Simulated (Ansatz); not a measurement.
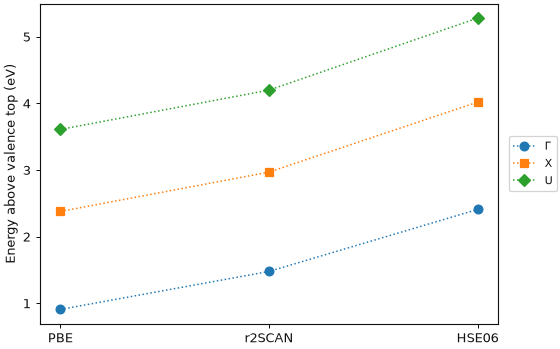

Lowest conduction level at each named k point, counted from the valence-band top at L, by several methods on one cell of rocksalt AgCl, space group Fm-3m, 2 atoms in the primitive cell, relaxed with r2SCAN; cubic a = 5.546 Å. All runs are without spin-orbit coupling and carry no moments.

### Does HSE06 shift these levels rigidly from PBE?

The shifts are +1.50 eV at Γ, +1.64 eV at X and +1.67 eV at U, and at points that aren't plotted +1.40 eV (L) and +1.69 eV (W): over the named points that both runs hold, a spread of 0.29 eV on a mean of 1.58 eV, so one shift describes them only roughly.

### How do the methods rank at Γ?

From low to high: PBE 0.91, r2SCAN 1.48, HSE06 2.41 eV.

### Do the methods agree on which of these conduction levels is lowest?

Yes: all put it at Γ.

| method | program | Γ (eV) | X (eV) | U (eV) |
| --- | --- | --- | --- | --- |
| PBE | Ansatz | 0.91 | 2.38 | 3.61 |
| r2SCAN | Ansatz | 1.48 | 2.97 | 4.20 |
| HSE06 | Ansatz | 2.41 | 4.02 | 5.28 |

Settings. PBE: Ansatz PAW set, 8×8×8 k mesh, 420 eV cutoff, Fermi-Dirac smearing of 0.02 eV (Ansatz). r2SCAN: Ansatz PAW set, 8×8×8 k mesh, 500 eV cutoff, fixed occupations (Ansatz 0.2.0). HSE06: Ansatz PAW set, 6×6×6 k mesh, 420 eV cutoff, fixed occupations (Ansatz 0.2.0).

LDA, GGA and most meta-GGA functionals understate gaps. r2SCAN and HSE06: the PAW data sets were made with another functional. HSE06: the k mesh is thin for exact exchange.
